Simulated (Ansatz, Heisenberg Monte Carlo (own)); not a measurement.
# Nearest-neighbour exchange and ordering temperature of cubic antiferromagnetic NaVF3 against the Hubbard U (PBEsol+U)

We calculate the exchange couplings between V ions in cubic NaVF3, and the ordering temperatures that follow from them, at six values of the Hubbard U from 0 to 4.8 eV. Atoms and antiferromagnetic pattern stay fixed, so the rows differ in U alone. The question is how fast the couplings weaken as U grows, and whether a simple superexchange formula accounts for it. This matters because U is a chosen parameter, and any ordering temperature predicted at this level inherits the choice. Couplings are energies for unit spin vectors, negative where they favour opposed moments. The model is tested against the computed rows; no measured temperature is compared here.

## Set-up

One crystal, NaVF3 (cubic perovskite, Pm-3m), in a magnetic cell of 10 atom(s), 2 counted as magnetic (V), from cells of the Materials Project database (relaxed there by DFT); atoms are fixed. Ansatz 0.2.0, plane waves with the earlier PAW datasets of its set soft_1, cutoff 420 eV, collinear spins without spin-orbit coupling, Fermi-Dirac smearing of 0.05 eV. The k mesh is 4×8×8 and the sums for the couplings run over 4×8×8. Functional: PBEsol. Every run keeps the antiferromagnetic pattern of signs of the first run. The couplings are taken at constrained moments: the directions are held and the rest of the density and field relaxes in linear response. Runs that did not converge or carry a known fault are not listed.

Notes on method and selection:

- J is defined by E = -sum over ordered pairs (each pair twice) of J e_i.e_j with unit vectors e, a classical Heisenberg model without biquadratic or multi-spin terms, so J > 0 favours parallel moments and the moment's size is inside J.
- All temperatures are for classical unit spins; for spin S a quantum mean-field treatment is higher by (S+1)/S. Mean field neglects fluctuations and lies above the Tyablikov (random-phase) and Monte Carlo values.
- The state at U = 3.2 eV is the lowest of a few collinear starts; the runs at other U start from a saved state of the same order, without a new comparison of orders. It need not be the true ground state; spin-orbit coupling is left out.
- The mean-field temperature is left blank where it belongs to another wavevector than in the first run.
- Monte Carlo cells hold several hundred spins, and on test lattices the heat-capacity peak lay 5 to 6 per cent under the known transition.
- Ansatz's own search for a lower self-consistent state was switched off in these runs, so a run may rest in a state that is not the lowest for its pattern of moments.
- In insulators under a U, antiferromagnetic superexchange from these couplings can differ by one to four tenths from that of total energies at the same settings (constrained couplings mostly lie weaker), so a match with experiment does not fix U.
- Where several measured values exist, one near their median is shown, and none where they scatter widely or belong to another phase or kind of order.
- The shells shown are the strongest of the first run whose pairs agree within a shell.
- For crystals with 4f or 5f elements only couplings at constrained moments are used, since rigid ones can be several times too large.
- Runs that did not converge, have known faults or may not be shown are not listed, and runs on Ansatz's PAW sets soft_1 and soft_2 are kept to separate tables.

Columns:

- U (eV): effective Hubbard U (Dudarev, U - J) on the d shell of V.
- moment (μB): largest spin moment inside an atomic sphere.
- gap on mesh (eV): band gap on the run's k mesh by the count of bands (negative: bands overlap, a metal).
- Tyablikov T (K): Tyablikov (random-phase) ordering temperature from the same couplings.
- J at 4.17 Å, opposed (meV): mean J of the V–V pairs of opposed moments that lie 4.17 Å apart in the first cell (6 such neighbours an atom).
- J at 5.89 Å (meV): mean J of the V–V pairs of parallel moments that lie 5.89 Å apart in the first cell (12 such neighbours an atom).
- mean-field T (K): mean-field ordering temperature, 2/(3 kB) times the largest J(q) over wavevectors and sublattice modes.

Input lines of one member:

```
magnetization:
  spin_polarized: true
kpoints:
  mp_grid: { grid: [4, 8, 8] }
  band_path:
    path:
      - [0.0, 0.0, 0.0]
      - [0.0, 0.5, 0.0]
      - [0.25, 0.625, 0.25]
      - [0.75, 0.75, 0.375]
      - [0.0, 0.0, 0.0]
      - [0.5, 0.5, 0.5]
      - [0.5, 0.75, 0.25]
    npoints: 11
hamiltonian:
  xc: pbesol
  hubbard:
    sites: [{ species: V, l: d, u_eff: 3.2, starting_ns: occupation_matrices }]
  pseudopotentials: { kind: paw, azcp: { folder: soft_1 }, xc_functional: pbe }
scf:
  occupations: { method: fermi_dirac, width: 0.05 }
  lower_state_search: "off"
output:
  write_bands: true
  eigenstates:
    nscf_kmesh: { grid: [4, 8, 8] }
    top_band: c86
    exchange_couplings: { magnetic: [{ species: V }] }
```

Command (options for logging and memory left out): `ansatz run input.yaml`

## The series

| member | U (eV) | moment (μB) | gap on mesh (eV) | Tyablikov T (K) | J at 4.17 Å, opposed (meV) | J at 5.89 Å (meV) | mean-field T (K) |
| --- | --- | --- | --- | --- | --- | --- | --- |
| +0 eV | 0.0 | 2.18 | −0.04 | 143.4 | −4.90 | −0.0475 | 222 |
| +1.6 eV | 1.6 | 2.22 | 0.74 | 110.5 | −3.56 | 0.0139 | 167 |
| +2.4 eV | 2.4 | 2.24 | 1.15 | 93.7 | −3.03 | 0.0104 | 142 |
| +3.2 eV | 3.2 | 2.24 | 1.55 | 80.8 | −2.62 | 0.0084 | 122 |
| +4 eV | 4.0 | 2.25 | 1.94 | 70.7 | −2.29 | 0.0073 | 107 |
| +4.8 eV | 4.8 | 2.26 | 2.31 | 62.5 | −2.03 | 0.0066 | 95 |

J at 4.17 Å, opposed (meV) against U (eV):

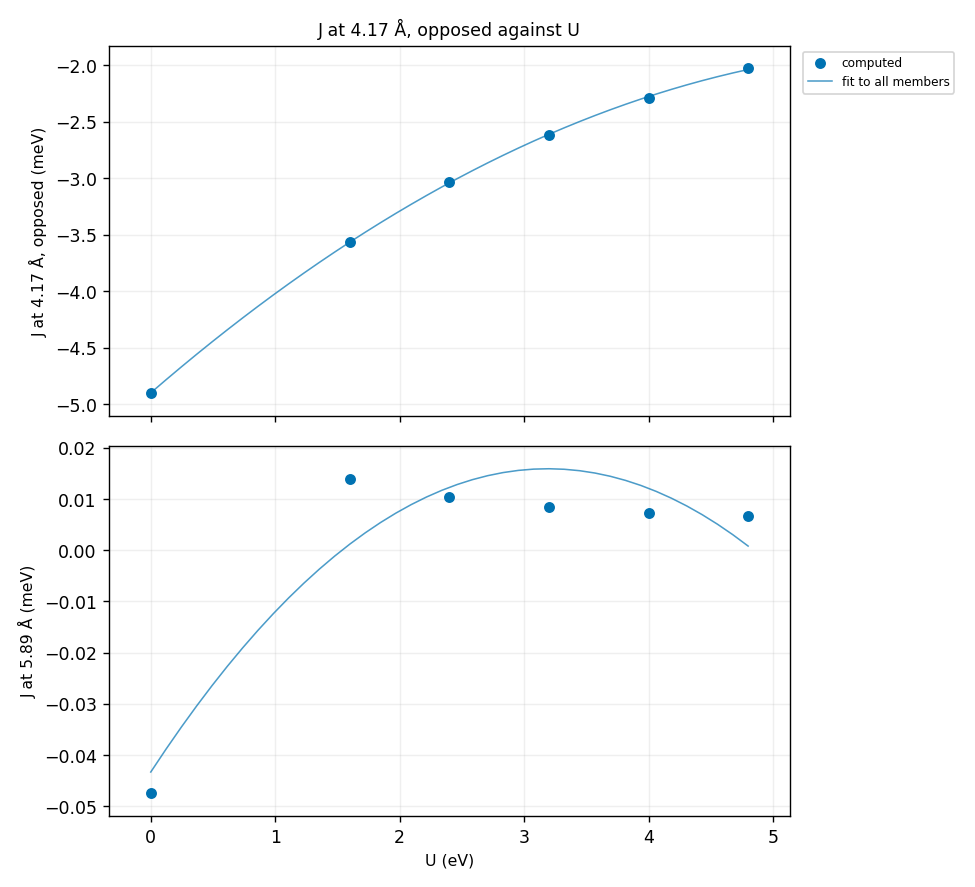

Least-squares fits to the whole series, with x = U (eV); R² and errors in the fitted variable (y, or ln y where the fit is in ln y):

| y | members | fit | R² | rms residual | leave-one-out rms | the same for the mean of the others |
| --- | --- | --- | --- | --- | --- | --- |
| J at 4.17 Å, opposed (meV) | 6 | y = −4.897 + 0.9516 x − 0.07422 x² | 1.00 | 0.0085 | 0.029 | 1.1 |
| J at 5.89 Å (meV) | 6 | y = −0.04331 + 0.03714 x − 0.005822 x² | 0.89 | 0.0070 | 0.032 | 0.026 (fit no better) |

## Mechanism

The coupling at 4.17 Å weakens at every step, from −4.90 meV at U = 0 to −2.03 meV at 4.8 eV, a factor of 2.4. The mean-field temperature falls with it from 222 to 95 K. Loss of moment is not the reason, since the moment rises slightly, from 2.18 to 2.26 μB.

The simplest model is superexchange between half-filled $t_{2g}$ shells. Charge counting gives V²⁺ with three d electrons, one in each $t_{2g}$ orbital, all of one spin. We make three assumptions.

1. Along a straight V–F–V bridge, two of the three orbitals on each V connect to their counterparts through F p states, with an effective hopping $t$ that does not depend on U.
2. An electron that hops to a neighbour of opposed moment enters an empty level that lies higher by $D$. Between parallel moments the matching level is full and the hop is blocked.
3. The U term shifts a d level of occupation $n$ by $U(1/2-n)$. A full level drops by $U/2$ and an empty one rises by $U/2$, so $D = U + C$, where $C$ is the spin splitting already present at U = 0.

To second order, each hopping electron lowers the energy by $t^2/D$. An opposed pair has two active orbitals with one electron from each side, so it gains $4t^2/D$, while a parallel pair gains nothing. In the convention used for $J$, each pair is counted twice and contributes $-2J\,\mathbf e_i\cdot\mathbf e_j$, so the parallel arrangement lies higher by $-4J$. Equating the two gives

$$J = -\frac{t^2}{U+C}.$$

The model has two parameters and predicts that $1/|J|$ rises linearly with U. If covalency lets only a fraction of U reach the splitting, the form is unchanged, and the true $t^2$ and $C$ are the fitted ones multiplied by that fraction.

With six such neighbours and more distant pairs neglected, the mean-field temperature is $T = 2\cdot 6|J|/(3k_B)$.

## Fixing and testing the model

We fix the model on the rows at U = 1.6 and 4.8 eV. Equal $t^2$ in both requires

3.56 × (1.6 + C) = 2.03 × (4.8 + C)

C = (2.03 × 4.8 − 3.56 × 1.6) / (3.56 − 2.03) = 2.646 eV

t² = 3.56 × (1.6 + 2.646) = 15.12 meV eV

This corresponds to a hopping of about 0.12 eV. Both are effective parameters of the fit; $C$ in particular is not a splitting read from the bands at U = 0.

For the temperature we use $k_B$ = 0.08617 meV/K, so the factor multiplying $|J|$ is 2 × 6 / (3 × 0.08617) = 46.4 K per meV.

**U = 2.4 eV.** |J| = 15.12 / (2.4 + 2.646) = 3.00 meV; the table has 3.03. T = 46.4 × 3.00 = 139 K; the table has 142 K.

**U = 3.2 eV.** |J| = 15.12 / (3.2 + 2.646) = 2.59 meV; the table has 2.62. T = 46.4 × 2.59 = 120 K; the table has 122 K.

**U = 4.0 eV.** |J| = 15.12 / (4.0 + 2.646) = 2.28 meV; the table has 2.29. T = 46.4 × 2.28 = 106 K; the table has 107 K.

**U = 0.** |J| = 15.12 / 2.646 = 5.71 meV; the table has 4.90. T = 46.4 × 5.71 = 265 K; the table has 222 K.

The three rows between the fixed points are met to within 0.03 meV, while the five rows from 1.6 to 4.8 eV scatter about their own mean by about 0.54 meV (rms). The row at U = 0 lies outside the fixed points and is missed by 17 per cent.

## Where the trend breaks

Largest departures from the fit to the whole series:

| member | J at 4.17 Å, opposed (meV) | fit | computed − fit | in rms residuals |
| --- | --- | --- | --- | --- |
| +4 eV | −2.29 | −2.28 | −0.01 | 1.4 |
| +2.4 eV | −3.03 | −3.04 | +0.01 | 1.3 |
| +4.8 eV | −2.03 | −2.04 | +0.01 | 1.1 |
| +3.2 eV | −2.62 | −2.61 | −0.01 | 1.0 |

The model fails at U = 0, where it makes the coupling too strong by 5.71 − 4.90 = 0.81 meV. The computed $1/|J|$ is not linear over the whole series: its slope, per meV per eV, is (1 / 3.56 − 1 / 4.90) / 1.6 = 0.048 between U = 0 and 1.6 eV, (1 / 3.03 − 1 / 3.56) / 0.8 = 0.061 between 1.6 and 2.4 eV, and (1 / 2.03 − 1 / 2.29) / 0.8 = 0.070 between 4.0 and 4.8 eV.

Terms of higher order in $t$ weaken the coupling, and do so most where $D$ is smallest, so they have the right sign. With the fitted parameters, however, their relative size is only of order $t^2/D^2$, which at U = 0, with $t^2$ turned from meV eV into eV², is 15.12 / (1000 × 2.646 × 2.646) = 0.0022. That is far too small for a miss of 17 per cent. Two other causes are possible.

A hopping that shrinks as U grows would bend the line the right way, and could arise as the empty d levels move away from the F p states. The U = 0 row is also the one with overlapping bands (−0.04 eV), so the assumption of strictly full and empty levels fails there. The few carriers may weaken the antiferromagnetic coupling. They cannot be the whole cause of the bend, since the slope of $1/|J|$ still rises among the rows with a gap. Neither the change in hopping nor the effect of the carriers has been sized here.

The coupling at 5.89 Å, absent from the model, changes sign between U = 0 and 1.6 eV. Even at U = 0 its twelve neighbours supply 12 × 0.0475 = 0.57 meV, against 6 × 4.90 = 29.4 meV from the nearest ones. Its quadratic fit in U does no better than the mean, so we draw no rule from it.

## Rules of thumb and their limits

From U = 1.6 to 4.8 eV the nearest-neighbour coupling follows $-t^2/(U+C)$ to about 1 per cent, and the ordering temperature follows the coupling. The Tyablikov temperature stays near 0.65 to 0.66 of the mean-field one in every row.

Besides the factor of 2.4 spanned by U, two omitted effects matter for any comparison with experiment. Quantum spins with S = 3/2 would raise the mean-field temperature by a factor of 5/3. Tilting of the fluoride octahedra, which small Na favours and the cubic cell excludes, should weaken the coupling by bending the V–F–V bridges, by an amount not estimated here. Agreement with a measured temperature would therefore not identify the right U.

[Logs are printed without paths, hosts, clocks, repeated set-up lines and the standing remarks that a program may print on its own settings, such as how far it seeks lower states.]
